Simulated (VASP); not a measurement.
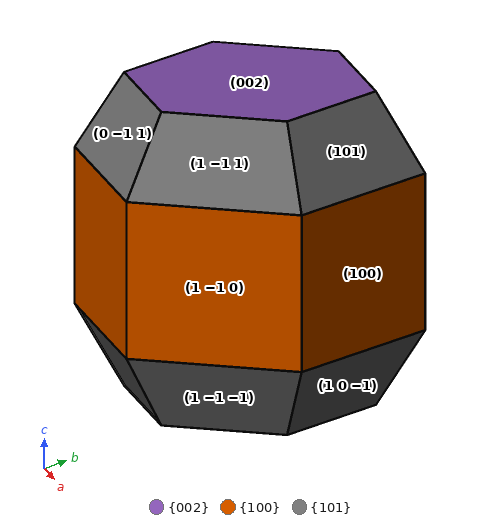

GaN, space group P6_3mc (No. 186), a = 3.199 Å, b = 3.199 Å, c = 5.220 Å, α = 90.00°, β = 90.00°, γ = 120.00°. Crystal habit computed by the BFDH rule (growth rate of a face proportional to 1/d, systematic absences taken into account). This is a geometric estimate, not an energy calculation. Source: coordinates from a relaxation with VASP, VASP Kohn-Sham DFT of a periodic cell, PBE with D3, VASP PAW PBE potentials, recommended. Forms under 0.4 % of the area are left out. Forms are taken in the Laue class: a face and its opposite count as one form.

Describe the habit.

Answer. It is roughly equant (blocky). Widths along a, b and c stand as 1.00 : 1.00 : 0.92.

How many faces does the whole crystal have, by form?

Answer. 20 faces: 6 of {100}, 12 of {101} and 2 of {002}.

Why is the form written {002} rather than {001}?

Answer. The reflection 001 is extinguished by the screw axis (and also by a glide plane) of P6_3mc: equivalent layers repeat every d/2 = 2.610 Å, and the rule uses that shorter spacing.

List the forms with their spacings and shares.

Answer.
```
 form  faces  d (Å)  share of area (%)
{100}      6  2.770               40.7
{101}     12  2.447               39.6
{002}      2  2.610               19.8
```
